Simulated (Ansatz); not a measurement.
**Mo₂S₅ (slab): density, localisation and related maps**

The calculation's input:

```
crystal:
  lattice:
    - [3.1204068993, 0.0, 0.0]
    - [-1.5602034497, 6.1523258037, 0.0]
    - [0.0, 0.0, 27.0528261619]
  atoms:
    - { symbol: S, position: [0.639433734, 0.2788674679, 0.27723536] }
    - { symbol: S, position: [0.8927216589, 0.7854433178, 0.3275039523] }
    - { symbol: Mo, position: [0.5321553929, 0.0643107857, 0.3517772421] }
    - { symbol: S, position: [0.1715891268, 0.3431782537, 0.3760505319] }
    - { symbol: S, position: [0.4248770518, 0.8497541035, 0.4263191242] }
    - { symbol: Mo, position: [0.0643107857, 0.1286215714, 0.450592414] }
    - { symbol: S, position: [0.7037445197, 0.4074890394, 0.4748657039] }
    - { symbol: S, position: [0.9570324446, 0.9140648892, 0.5251342961] }
    - { symbol: Mo, position: [0.5964661786, 0.1929323572, 0.549407586] }
    - { symbol: S, position: [0.2358999126, 0.4717998251, 0.5736808758] }
    - { symbol: S, position: [0.4891878375, 0.978375675, 0.6239494681] }
    - { symbol: Mo, position: [0.1286215714, 0.2572431429, 0.6482227579] }
    - { symbol: S, position: [0.7680553054, 0.5361106108, 0.6724960477] }
    - { symbol: S, position: [0.0213432303, 0.0426864607, 0.72276464] }
basis:
  ecutwfc: 420
kpoints:
  mp_grid: { grid: [11, 6, 1] }
hamiltonian:
  xc: pbesol
scf:
  occupations: { method: gaussian, width: 0.1 }
output:
  forces: true
  stress: true
  eigenvalues: true
  write_density: true
  write_potential: true
  elf: true
  volumetric_format: npy
efield:
  axis: 3
  dipole_correction: true
  ramp_width: 0.04
```

Run with:

```sh
ansatz run input.yaml --threads 1 --pin off --max-ram 2560MiB --backend cpu --events-out ev --progress --plain --runs-dir out
```

Not relaxed (largest force 1.5 eV/Å); computed without spin polarisation.

All numbers below come from Ansatz, DFT PBEsol, scalar-relativistic, plane waves, PAW.

Core electrons are frozen (PAW), and the valence fields are smoothed inside the atomic spheres.

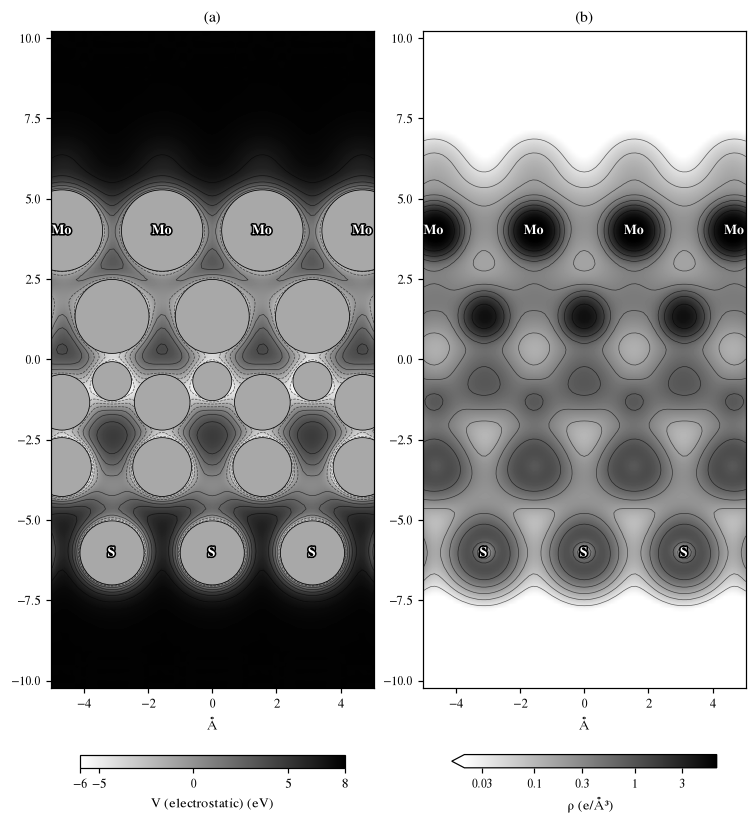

Figure 1. (a) electrostatic potential energy of an electron; (b) valence electron density on the (010) plane of the calculation cell, a cut from vacuum to vacuum. Grey discs cover the atomic cores in the potential map.

Q: Describe what can be read from this map.

A:
- Atoms in the plane: S and Mo.
- Atoms just off the plane (S, 0.4 Å away and Mo, 0.5 Å away) can leave unmarked features too.
- The density dies away to nearly zero in the vacuum.
- Outside the cores the potential energy rises away from the atoms and is highest in the vacuum; its zero is arbitrary.

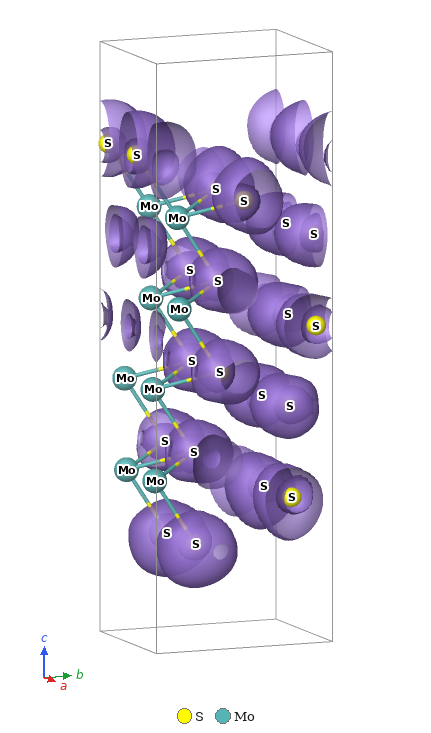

Figure 2. Isosurface of the ELF at 0.75 (purple), seen slightly off an axis. Only the valence region is drawn (cores and ρ < 0.01 e/Å³ removed). Sticks mark near contacts.

Q: Where are the electrons localised?

A: The ELF exceeds this value in ten regions wrapped around S (the valence shell of each), counted in one cell of 14 atoms. Counts are for one cell; the picture repeats the cell along the surface.


Mo–S (2.41 Å): the ELF peaks at about 0.85 in the valence shell of S, 0.8 Å from its nucleus, and is about 0.45 at the midpoint.

Q: Does the calculation make it a metal, or give it a gap?

A: It is metallic or semimetallic at this level of theory: no gap opens.
